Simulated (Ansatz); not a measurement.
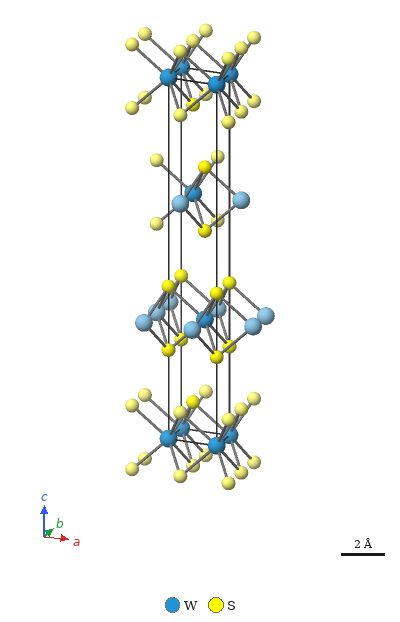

The input geometry (ball-and-stick view of the cell 3 times as large as that of the calculation, set on its symmetry axes, seen slightly off an axis; neighbours outside the cell are drawn fainter). An atom can appear more than once, as a periodic image.

**Geometry relaxation, with input and output: WS$_{2}$ (part 1 of 2)**

WS$_{2}$ (3 atoms in the cell), computed with DFT PBEsol, scalar-relativistic, plane waves, PAW, no spin polarisation (Ansatz 0.2.0).

The structure derives from a Materials Project entry. It belongs to a series of runs on one base structure; here: relaxed at 8 GPa.

### Log
```
basis.fft_grid_basis auto: the FFT boxes are laid along the combinations [[1, -1, 0], [0, 1, 0], [0, -1, 1]] of the cell's own vectors, 3.045, 6.040 and 3.045 Å long. The dense box has 24×45×24 points. Along the cell's own vectors, as sized, it would have 45×45×45, 3.52 times as many. Of the 6 symmetry operations that the crystal satisfies within crystal.symmetry.tolerance (time reversal apart; of a slab, those that keep its plane) the dense box along the cell's own vectors carries 6, and the one as laid loses 4 of those. basis.fft_grid_basis: typed keeps the cell's own vectors: state it where this run's energies or levels are differenced outside the engine with another run's, or held beside a run that keeps those vectors. Those combinations have planes normal to reciprocal vector 3, as the cell's own vectors have. Each planar average written beside output.write_density, output.write_potential has a row for each plane of the box: 24. The volumetric files lie along those combinations, not along the cell's own vectors: a cube or XSF file states them, and fields.json those of NumPy files.
Engine: ansatz 0.2.0, aarch64-unknown-linux-gnu
Pseudopotentials: kind: paw
Pseudopotential: W, paw, valence charge 14, recommended cutoff 420 eV (normal), W.paw.azcp
Pseudopotential: S, paw, valence charge 6, recommended cutoff 420 eV (normal), S.paw.azcp
Functional definition: PBEsol
  exchange = pbesol_x
  correlation = pbesol_c
Crystal: 3 atoms, lattice volume = 46.395 Å³
Basis set: ecut = 420 eV, 901 PW (Γ), FFT grids on a1−a2, a2, −a2+a3, exchange–correlation on 48×90×48 points (8 copies of the dense FFT grid, shifted against one another)
Bands: 17, of which v1, the nominal top of the filled ones, is band 13 counted from 1 (12 counted from 0)
Symmetry: 6 space group operations
Space group: R3m (ITA 160), of the structure as read, at distance tolerance 3.6e-5 Å
k-points: 189 of 1728 (time reversal used)
Non-local potential: W, projectors of the file, l = 0: 3, l = 1: 2, l = 2: 2, l = 3: 1
Non-local potential: S, projectors of the file, l = 0: 2, l = 1: 2, l = 2: 2
PAW form: soft (Blöchl's): semilocal exchange-correlation on the pseudo side does not see the compensation charge
PAW frozen core: W, regenerated for the run's functional, and the local potential with it (the file was generated under x = pbe(κ = 0.804, μ = 0.2195149727645171), c = pbe(β = 0.06672455060314922))
PAW frozen core: S, regenerated for the run's functional, and the local potential with it (the file was generated under x = pbe(κ = 0.804, μ = 0.2195149727645171), c = pbe(β = 0.06672455060314922))
PAW one-centre angular grid: W, 590 points (default); XC on 64 Gauss nodes
PAW one-centre angular grid: S, 110 points (default); XC on 64 Gauss nodes
Initial density: superposition of atomic densities (neutral atoms: chi_scale 0, normalization atom), corrected by the library's trained network
Initial wavefunctions: pseudopotential atomic-orbital guess
Functional: x = pbesol(κ = 0.804, μ = 0.12345679012345678), c = pbesol(β = 0.046)
SCF iter   1: F=—  HF=-12028.775151 eV  |F-HF|=—  |Δ(HF+E_count)|=         —  Δρ=8.68e-3  dr2=3.70e-2  ethr=1.77e-3  ⟨swp⟩=6.1  Hψ=19292  notcnv=0
preconditioner: auto → none  [insulator: Δε(μ)=0.658 eV  Ē_g=9.489 eV  σ=0.020 eV  W_gap=1.00  n_scr=10 (ndim 8)  ℏωp=23.1 eV  f_vac=0.004  D(μ)=0.00/eV (n_scr^D=0)  ε∞_Penn≈6.9]
SCF iter   2: F=—  HF=-12028.769922 eV  |F-HF|=—  |Δ(HF+E_count)|=   5.23e-3  Δρ=4.04e-3  dr2=1.00e-2  ethr=1.42e-4  ⟨swp⟩=2.6  Hψ=6507  notcnv=0
SCF iter   3: F=—  HF=-12028.770090 eV  |F-HF|=—  |Δ(HF+E_count)|=   1.68e-4  Δρ=1.22e-3  dr2=1.06e-3  ethr=3.85e-5  ⟨swp⟩=2.4  Hψ=5062  notcnv=0
SCF iter   4: F=—  HF=-12028.769895 eV  |F-HF|=—  |Δ(HF+E_count)|=   1.95e-4  Δρ=3.52e-4  dr2=1.89e-5  ethr=4.09e-6  ⟨swp⟩=2.0  Hψ=4547  notcnv=0
SCF iter   5: F=—  HF=-12028.769913 eV  |F-HF|=—  |Δ(HF+E_count)|=   1.83e-5  Δρ=3.56e-5  dr2=7.18e-7  ethr=7.27e-8  ⟨swp⟩=2.1  Hψ=4746  notcnv=0
SCF iter   6: F=-12028.769913 eV  HF=-12028.769913 eV  |F-HF|=4.48e-9  |Δ(HF+E_count)|=   3.84e-8  Δρ=7.01e-6  dr2=1.01e-8  ethr=3.85e-10  ⟨swp⟩=11.4  Hψ=25922  notcnv=0
SCF 1 converged in 6 iterations: F = -12028.769913 eV  dr2 = 1.01e-8
  greatest PAW one-centre occupation: 1.000 electrons in one spin orbital (limit 2), on the W atom at site 0 (counted from 0), in its partial waves of l = 0
relax step   1: F+E_penalty+E_count = -12028.76991311 eV  Δ(F+E_penalty+E_count) = +0.000e0 eV  max|allowed force component| = 1.608e0 eV/Å  Δτ_max = 0.0000 Å  P = +21.012 GPa  Ω = 46.395 Å³  (6 SCF iters, dr2 threshold 1.00e-7 eV, accepted)
Crystal: 3 atoms, lattice volume = 46.724 Å³
Basis set: ecut = 420 eV, 889 PW (Γ), FFT grids on a1−a2, a2, −a2+a3, exchange–correlation on 48×90×48 points (8 copies of the dense FFT grid, shifted against one another)
Initial density: handed on by an earlier stage of this run
Initial wavefunctions: those handed on with the density
iter 1 solved again at ethr=3.02e-4 eV; its pass at ethr=3.10e-3 eV (dr2=7.85e-2 eV) is discarded
SCF iter   1: F=—  HF=-12028.914013 eV  |F-HF|=—  |Δ(HF+E_count)|=         —  Δρ=1.02e-2  dr2=7.83e-2  ethr=3.02e-4  ⟨swp⟩=1.0  Hψ=21637  notcnv=0
preconditioner: auto → none  [insulator: Δε(μ)=0.413 eV  Ē_g=9.158 eV  σ=0.020 eV  W_gap=1.00  n_scr=16 (ndim 8)  ℏωp=23.0 eV  f_vac=0.000  D(μ)=0.00/eV (n_scr^D=0)  ε∞_Penn≈7.3]
SCF iter   2: F=—  HF=-12028.899586 eV  |F-HF|=—  |Δ(HF+E_count)|=   1.44e-2  Δρ=4.23e-3  dr2=6.90e-3  ethr=3.01e-4  ⟨swp⟩=2.9  Hψ=5345  notcnv=0
SCF iter   3: F=—  HF=-12028.898442 eV  |F-HF|=—  |Δ(HF+E_count)|=   1.14e-3  Δρ=1.30e-3  dr2=1.55e-3  ethr=2.65e-5  ⟨swp⟩=2.0  Hψ=5246  notcnv=0
SCF iter   4: F=—  HF=-12028.898199 eV  |F-HF|=—  |Δ(HF+E_count)|=   2.43e-4  Δρ=3.57e-4  dr2=3.71e-5  ethr=5.95e-6  ⟨swp⟩=2.0  Hψ=4385  notcnv=0
SCF iter   5: F=—  HF=-12028.898192 eV  |F-HF|=—  |Δ(HF+E_count)|=   6.93e-6  Δρ=3.86e-5  dr2=3.52e-7  ethr=1.43e-7  ⟨swp⟩=2.8  Hψ=4959  notcnv=0
SCF iter   6: F=-12028.898192 eV  HF=-12028.898192 eV  |F-HF|=9.34e-9  |Δ(HF+E_count)|=   5.29e-8  Δρ=5.57e-6  dr2=1.65e-8  ethr=1.15e-9  ⟨swp⟩=10.7  Hψ=24468  notcnv=0
SCF 2 converged in 6 iterations: F = -12028.898192 eV  dr2 = 1.65e-8
relax step   2: F+E_penalty+E_count = -12028.89819195 eV  Δ(F+E_penalty+E_count) = -1.283e-1 eV  max|allowed force component| = 4.044e-1 eV/Å  Δτ_max = 0.1096 Å  P = +6.302 GPa  Ω = 46.724 Å³  energy of the carried Pulay correction = -6.852e-5 eV  (6 SCF iters, dr2 threshold 3.00e-7 eV, accepted)
Crystal: 3 atoms, lattice volume = 47.199 Å³
Basis set: ecut = 420 eV, 919 PW (Γ), FFT grids on a1−a2, a2, −a2+a3, exchange–correlation on 48×90×48 points (8 copies of the dense FFT grid, shifted against one another)
iter 1 solved again at ethr=1.72e-5 eV; its pass at ethr=3.10e-3 eV (dr2=4.47e-3 eV) is discarded
SCF iter   1: F=—  HF=-12028.943705 eV  |F-HF|=—  |Δ(HF+E_count)|=         —  Δρ=3.28e-3  dr2=4.49e-3  ethr=1.72e-5  ⟨swp⟩=2.2  Hψ=21064  notcnv=0
preconditioner: auto → none  [insulator: Δε(μ)=0.525 eV  Ē_g=9.145 eV  σ=0.020 eV  W_gap=1.00  n_scr=16 (ndim 8)  ℏωp=22.9 eV  f_vac=0.001  D(μ)=0.00/eV (n_scr^D=0)  ε∞_Penn≈7.3]
SCF iter   2: F=—  HF=-12028.942865 eV  |F-HF|=—  |Δ(HF+E_count)|=   8.40e-4  Δρ=1.42e-3  dr2=6.87e-4  ethr=1.72e-5  ⟨swp⟩=1.0  Hψ=3222  notcnv=0
SCF iter   3: F=—  HF=-12028.942784 eV  |F-HF|=—  |Δ(HF+E_count)|=   8.13e-5  Δρ=2.14e-4  dr2=2.54e-5  ethr=2.64e-6  ⟨swp⟩=1.9  Hψ=4797  notcnv=0
SCF iter   4: F=—  HF=-12028.942783 eV  |F-HF|=—  |Δ(HF+E_count)|=   1.27e-6  Δρ=5.20e-5  dr2=4.81e-6  ethr=9.75e-8  ⟨swp⟩=2.0  Hψ=4533  notcnv=0
iter 5 did not close the SCF: its close was put off for the readings that it lacked (scf_convergence_deferred on its scf_iter line)
SCF iter   5: F=-12028.942781 eV  HF=-12028.942781 eV  |F-HF|=1.59e-8  |Δ(HF+E_count)|=   1.24e-6  Δρ=1.38e-5  dr2=5.86e-8  ethr=1.85e-8  ⟨swp⟩=2.0  Hψ=4541  notcnv=0
SCF iter   6: F=-12028.942781 eV  HF=-12028.942781 eV  |F-HF|=1.29e-10  |Δ(HF+E_count)|=   2.33e-9  Δρ=2.05e-6  dr2=1.25e-9  ethr=2.26e-10  ⟨swp⟩=6.6  Hψ=20338  notcnv=0
SCF 3 converged in 6 iterations: F = -12028.942781 eV  dr2 = 1.25e-9
relax step   3: F+E_penalty+E_count = -12028.94278131 eV  Δ(F+E_penalty+E_count) = -4.459e-2 eV  max|allowed force component| = 6.033e-2 eV/Å  Δτ_max = 0.0385 Å  P = +7.858 GPa  Ω = 47.199 Å³  energy of the carried Pulay correction = -1.665e-4 eV  (6 SCF iters, dr2 threshold 3.00e-7 eV, accepted)
Crystal: 3 atoms, lattice volume = 47.321 Å³
iter 1 solved again at ethr=2.99e-7 eV; its pass at ethr=3.10e-3 eV (dr2=7.78e-5 eV) is discarded
SCF iter   1: F=—  HF=-12028.949017 eV  |F-HF|=—  |Δ(HF+E_count)|=         —  Δρ=4.10e-4  dr2=7.47e-5  ethr=2.99e-7  ⟨swp⟩=2.1  Hψ=19192  notcnv=0
preconditioner: auto → none  [insulator: Δε(μ)=0.536 eV  Ē_g=9.158 eV  σ=0.020 eV  W_gap=1.00  n_scr=16 (ndim 8)  ℏωp=22.9 eV  f_vac=0.000  D(μ)=0.00/eV (n_scr^D=0)  ε∞_Penn≈7.3]
SCF iter   2: F=—  HF=-12028.948997 eV  |F-HF|=—  |Δ(HF+E_count)|=   2.01e-5  Δρ=1.78e-4  dr2=1.20e-5  ethr=2.87e-7  ⟨swp⟩=2.0  Hψ=4536  notcnv=0
SCF iter   3: F=—  HF=-12028.948995 eV  |F-HF|=—  |Δ(HF+E_count)|=   1.98e-6  Δρ=7.74e-5  dr2=1.43e-6  ethr=4.60e-8  ⟨swp⟩=2.0  Hψ=4383  notcnv=0
iter 4 did not close the SCF: its close was put off for the readings that it lacked (scf_convergence_deferred on its scf_iter line)
SCF iter   4: F=-12028.948995 eV  HF=-12028.948995 eV  |F-HF|=4.83e-8  |Δ(HF+E_count)|=   1.39e-7  Δρ=1.29e-5  dr2=8.28e-8  ethr=5.49e-9  ⟨swp⟩=2.2  Hψ=4560  notcnv=0
iter 5 did not close the SCF: its close was put off for the readings that it lacked (scf_convergence_deferred on its scf_iter line)
SCF iter   5: F=-12028.948995 eV  HF=-12028.948995 eV  |F-HF|=3.31e-10  |Δ(HF+E_count)|=   4.36e-9  Δρ=1.24e-6  dr2=7.23e-10  ethr=3.18e-10  ⟨swp⟩=2.4  Hψ=4405  notcnv=0
SCF iter   6: F=-12028.948995 eV  HF=-12028.948995 eV  |F-HF|=1.82e-12  |Δ(HF+E_count)|=  1.82e-12  Δρ=3.06e-7  dr2=2.32e-11  ethr=2.78e-12  ⟨swp⟩=5.6  Hψ=18208  notcnv=0
SCF 4 converged in 6 iterations: F = -12028.948995 eV  dr2 = 2.32e-11
relax step   4: F+E_penalty+E_count = -12028.94899463 eV  Δ(F+E_penalty+E_count) = -6.213e-3 eV  max|allowed force component| = 1.701e-2 eV/Å  Δτ_max = 0.0056 Å  P = +7.945 GPa  Ω = 47.321 Å³  energy of the carried Pulay correction = -1.914e-4 eV  (6 SCF iters, dr2 threshold 2.51e-7 eV, accepted)
Crystal: 3 atoms, lattice volume = 47.279 Å³
iter 1 solved again at ethr=5.28e-8 eV; its pass at ethr=3.10e-3 eV (dr2=1.37e-5 eV) is discarded
SCF iter   1: F=—  HF=-12028.946955 eV  |F-HF|=—  |Δ(HF+E_count)|=         —  Δρ=1.04e-4  dr2=1.36e-5  ethr=5.28e-8  ⟨swp⟩=2.0  Hψ=18808  notcnv=0
preconditioner: auto → none  [insulator: Δε(μ)=0.530 eV  Ē_g=9.160 eV  σ=0.020 eV  W_gap=1.00  n_scr=16 (ndim 8)  ℏωp=22.9 eV  f_vac=0.000  D(μ)=0.00/eV (n_scr^D=0)  ε∞_Penn≈7.3]
SCF iter   2: F=—  HF=-12028.946952 eV  |F-HF|=—  |Δ(HF+E_count)|=   2.71e-6  Δρ=4.43e-5  dr2=8.87e-7  ethr=5.24e-8  ⟨swp⟩=2.0  Hψ=4536  notcnv=0
SCF iter   3: F=—  HF=-12028.946952 eV  |F-HF|=—  |Δ(HF+E_count)|=   2.22e-7  Δρ=2.11e-5  dr2=1.09e-7  ethr=3.41e-9  ⟨swp⟩=2.0  Hψ=4572  notcnv=0
iter 4 did not close the SCF: its close was put off for the readings that it lacked (scf_convergence_deferred on its scf_iter line)
SCF iter   4: F=-12028.946952 eV  HF=-12028.946952 eV  |F-HF|=2.55e-10  |Δ(HF+E_count)|=   1.16e-8  Δρ=5.86e-6  dr2=6.42e-9  ethr=4.21e-10  ⟨swp⟩=2.0  Hψ=4722  notcnv=0
iter 5 did not close the SCF: its close was put off for the readings that it lacked (scf_convergence_deferred on its scf_iter line)
SCF iter   5: F=-12028.946952 eV  HF=-12028.946952 eV  |F-HF|=2.00e-11  |Δ(HF+E_count)|=  1.13e-10  Δρ=8.26e-7  dr2=1.58e-10  ethr=2.47e-11  ⟨swp⟩=2.1  Hψ=4716  notcnv=0
SCF iter   6: F=-12028.946952 eV  HF=-12028.946952 eV  |F-HF|=9.09e-12  |Δ(HF+E_count)|=    0.00e0  Δρ=8.96e-8  dr2=3.30e-12  ethr=1.00e-12  ⟨swp⟩=5.0  Hψ=16838  notcnv=0
SCF 5 converged in 6 iterations: F = -12028.946952 eV  dr2 = 3.30e-12
relax step   5: F+E_penalty+E_count = -12028.94695167 eV  Δ(F+E_penalty+E_count) = +2.043e-3 eV  max|allowed force component| = 5.451e-4 eV/Å  Δτ_max = 0.0011 Å  P = +8.001 GPa  Ω = 47.279 Å³  energy of the carried Pulay correction = -1.828e-4 eV  (6 SCF iters, accepted)
Basis set: ecut = 420 eV, 919 PW (Γ), FFT grids on a1−a2, a2, −a2+a3, exchange–correlation on 48×80×48 points (8 copies of the dense FFT grid, shifted against one another)
Initial wavefunctions: pseudopotential atomic-orbital guess (no wavefunctions were taken with the density)
iter 1 solved again at ethr=2.17e-7 eV; its pass at ethr=3.10e-3 eV (dr2=5.63e-5 eV) is discarded
SCF iter   1: F=—  HF=-12028.947126 eV  |F-HF|=—  |Δ(HF+E_count)|=         —  Δρ=1.07e-4  dr2=2.11e-7  ethr=2.17e-7  ⟨swp⟩=3.0  Hψ=27124  notcnv=0
preconditioner: auto → none  [insulator: Δε(μ)=0.531 eV  Ē_g=9.160 eV  σ=0.020 eV  W_gap=1.00  n_scr=16 (ndim 8)  ℏωp=22.9 eV  f_vac=0.000  D(μ)=0.00/eV (n_scr^D=0)  ε∞_Penn≈7.3]
SCF iter   2: F=—  HF=-12028.947153 eV  |F-HF|=—  |Δ(HF+E_count)|=   2.72e-5  Δρ=5.33e-5  dr2=4.93e-8  ethr=8.11e-10  ⟨swp⟩=2.5  Hψ=5340  notcnv=0
SCF iter   3: F=—  HF=-12028.947156 eV  |F-HF|=—  |Δ(HF+E_count)|=   2.10e-6  Δρ=1.88e-6  dr2=5.34e-10  ethr=1.90e-10  ⟨swp⟩=2.1  Hψ=5666  notcnv=0
SCF iter   4: F=—  HF=-12028.947156 eV  |F-HF|=—  |Δ(HF+E_count)|=   1.71e-9  Δρ=4.93e-7  dr2=1.51e-10  ethr=2.05e-12  ⟨swp⟩=2.0  Hψ=4914  notcnv=0
iter 5 did not close the SCF: its close was put off for the readings that it lacked (scf_convergence_deferred on its scf_iter line)
SCF iter   5: F=-12028.947156 eV  HF=-12028.947156 eV  |F-HF|=0.00e0  |Δ(HF+E_count)|=  6.18e-11  Δρ=1.51e-7  dr2=5.22e-12  ethr=1.00e-12  ⟨swp⟩=2.1  Hψ=4248  notcnv=0
SCF iter   6: F=-12028.947156 eV  HF=-12028.947156 eV  |F-HF|=7.28e-12  |Δ(HF+E_count)|=  7.28e-12  Δρ=3.66e-8  dr2=6.22e-13  ethr=1.00e-12  ⟨swp⟩=5.0  Hψ=14612  notcnv=0
SCF 6 converged in 6 iterations: F = -12028.947156 eV  dr2 = 6.22e-13
relax step   6: F+E_penalty+E_count = -12028.94715552 eV  Δ(F+E_penalty+E_count) = -2.039e-4 eV  max|allowed force component| = 5.029e-4 eV/Å  Δτ_max = 0.0000 Å  P = +8.001 GPa  Ω = 47.279 Å³  stress off target by 5.64e-3 GPa  SCF on the basis re-selected at this cell (its energy is not comparable with the rows above)  (6 SCF iters)
```

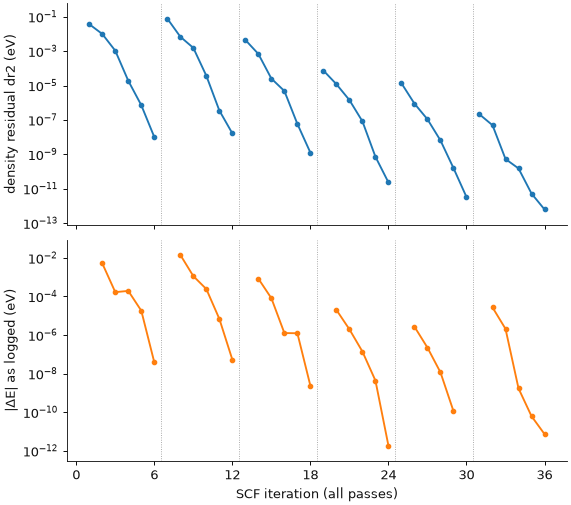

Convergence of the self-consistent field: density residual dr2 and size of the energy change against the SCF iteration. The dotted lines part the SCF passes of the relaxation: geometry steps, rejected trials and re-solves on a re-selected basis. The 6 passes take 6 iterations each, 36 in all.
